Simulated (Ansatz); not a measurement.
## Electronic structure of Ti₃Al₅ in real space

```xyz
16
Lattice="3.8833 0.0000 0.0000 0.0000 3.8833 0.0000 0.0000 0.0000 16.8438" Properties=species:S:1:pos:R:3 pbc="T T T"
Ti    0.0000    0.0000    3.1014
Ti    0.0000    0.0000   11.3982
Ti    1.9416    1.9416    7.2499
Ti    1.9416    1.9416   15.5466
Ti    1.9416    1.9416    3.1014
Ti    1.9416    1.9416   11.3982
Al    0.0000    1.9416    1.0467
Al    0.0000    1.9416    9.3436
Al    0.0000    1.9416    5.1560
Al    0.0000    1.9416   13.4530
Al    1.9416    0.0000    1.0467
Al    1.9416    0.0000    9.3436
Al    1.9416    0.0000    5.1560
Al    1.9416    0.0000   13.4530
Al    0.0000    0.0000    7.2499
Al    0.0000    0.0000   15.5466
```

Space group P4mm; a structure from a database of computed crystals, not necessarily the ambient phase; not relaxed (largest force 0.7 eV/Å); computed without spin polarisation.

Computed with DFT PBEsol, scalar-relativistic, plane waves, PAW in Ansatz.

In a PAW calculation such maps are meaningful between the atoms, not at the nuclei.

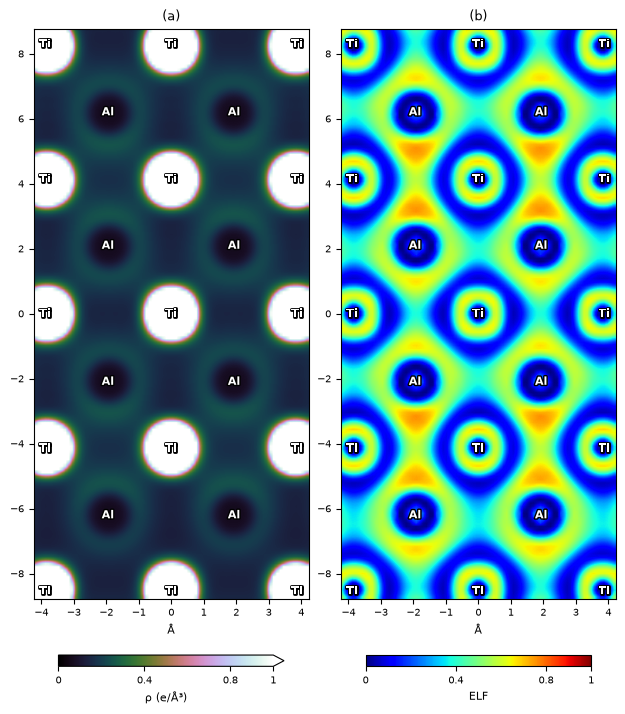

Figure 1. (a) valence electron density; (b) ELF on the (100) plane of the conventional cell.

Read the bonding off the picture.

The section cuts through Ti and Al sites.
Ti–Al (2.86 Å): ρ at the midpoint is about 0.2 e/Å³; the ELF is about 0.40 at the midpoint.
Ti–Al (3.04 Å): the density is about 0.16 e/Å³ at the midpoint; the ELF is about 0.40 at the midpoint.
Between the atoms the lowest density in this plane is 0.13 e/Å³.
The features right at Ti lie inside the PAW spheres, where the map follows smoothed inner orbitals and isn't to be read closely.

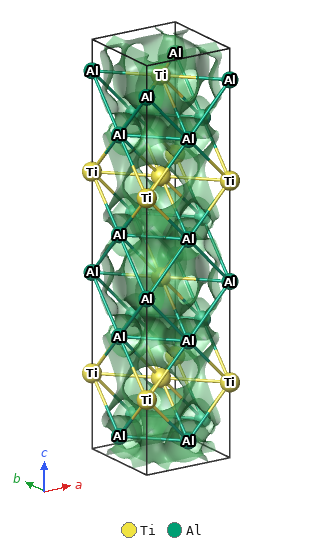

Figure 2. Isosurface of the ELF at 0.55 (green), seen at an oblique angle. Only the valence region is drawn (cores and ρ < 0.01 e/Å³ removed). Sticks mark near contacts.

Describe the localisation domains.

At this value the surface marks out one network that runs through the whole crystal, counted in one cell of 16 atoms. Regions shared between cells count once.


Ti–Ti (2.75 Å): the ELF is about 0.30 at the midpoint: no shared electron pair shows on this line. Ti–Al (2.75 Å): the ELF is about 0.35 at the midpoint.

Does the calculation give a band gap?

It is gapless in this calculation (a metal or semimetal).
